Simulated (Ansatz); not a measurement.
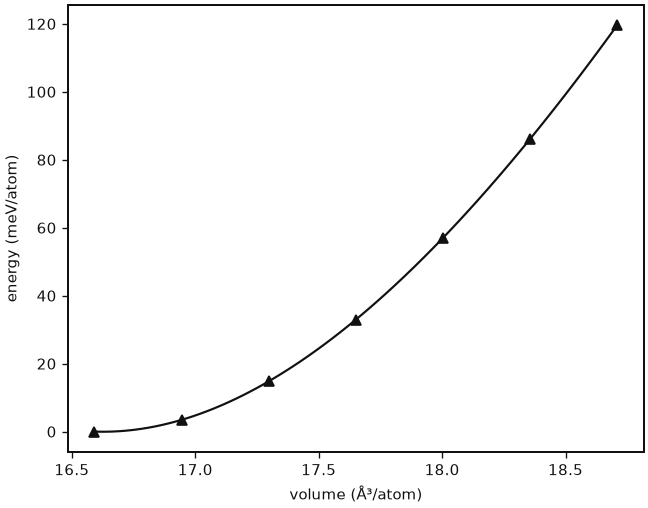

The plot gives the computed energy against volume for Au, space group Cmcm (No. 63).

The given structure:
```
CELL_PARAMETERS angstrom
1.41131 -2.55593 0.00000
1.41131 2.55593 0.00000
0.00000 0.00000 4.89317
ATOMIC_POSITIONS crystal
Au 0.33467 0.66533 0.25000
Au 0.66533 0.33467 0.75000
```

Computed with Ansatz 0.2.0: all-electron LAPW DFT, no spin polarisation; energies at scaled volumes of the given cell, shape and fractions fixed, counted from the fit's minimum, third-order Birch-Murnaghan fit. Level: LDA.

```json
{"setting": "k mesh", "value": "11×11×6"}
{"setting": "occupations", "value": "Fermi–Dirac"}
{"setting": "smearing width", "value": "0.05 eV"}
{"setting": "potentials", "value": "all electron LAPW, scalar relativistic"}
{"setting": "program settings", "value": "basis error eV/atom 0.001"}
```

**What equilibrium volume and bulk modulus follow from the curve?**

A third-order Birch–Murnaghan fit gives V0 = 16.63 Å³/atom, B0 = 192 GPa and B′ = 5.8.

Note: the fit and the printed pressures don't fully agree, or the minimum lies near the end of the range; spin-orbit coupling left out, heavy elements; shape and atomic fractions are frozen while scaling, which makes layered, chain and framework solids too stiff.

The computed values:

```
volume (Å³/atom)  energy (meV/atom)
           16.59                  0
           16.94                  4
           17.30                 15
           17.65                 33
           18.00                 57
           18.36                 86
           18.71                120
```
